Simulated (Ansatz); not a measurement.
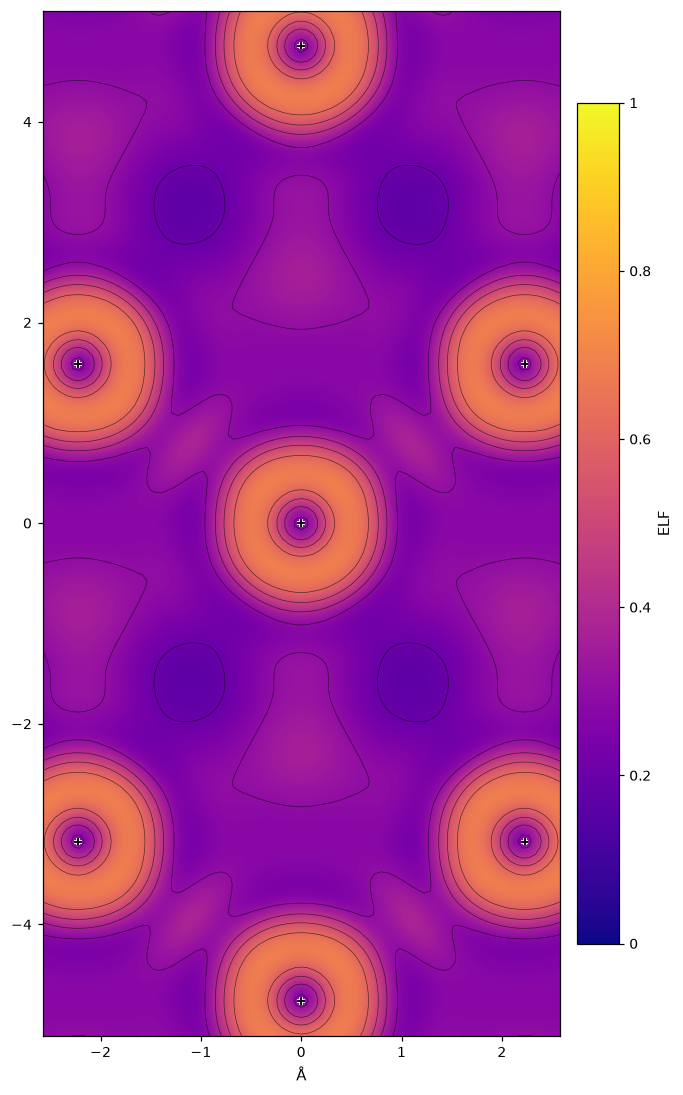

The electron localisation function on a plane through atoms (crosses mark nuclei in the plane).

Method: DFT PBE, scalar-relativistic, plane waves, PAW (Ansatz).

Candidates:
A. Ir, a = 2.75 Å, b = 2.75 Å, c = 4.45 Å, α = 90.00°, β = 90.00°, γ = 120.00°. Space group P6₃/mmc; a structure from a database of computed crystals, not necessarily the ambient phase; computed without spin polarisation.
B. Cr, a = 2.85 Å, b = 2.85 Å, c = 2.85 Å, α = 90.00°, β = 90.00°, γ = 90.00°. Space group Im-3m; computed without spin polarisation.
C. Mo, a = 3.16 Å, b = 3.16 Å, c = 3.16 Å, α = 90.00°, β = 90.00°, γ = 90.00°. Space group Im-3m; a structure from a database of computed crystals, not necessarily the ambient phase; computed without spin polarisation.

Which system is this?

Answer. Candidate A: Ir on the (110) plane of the conventional cell, which holds Ir. Ir–Ir (2.73 Å): the ELF is about 0.40 at the midpoint.
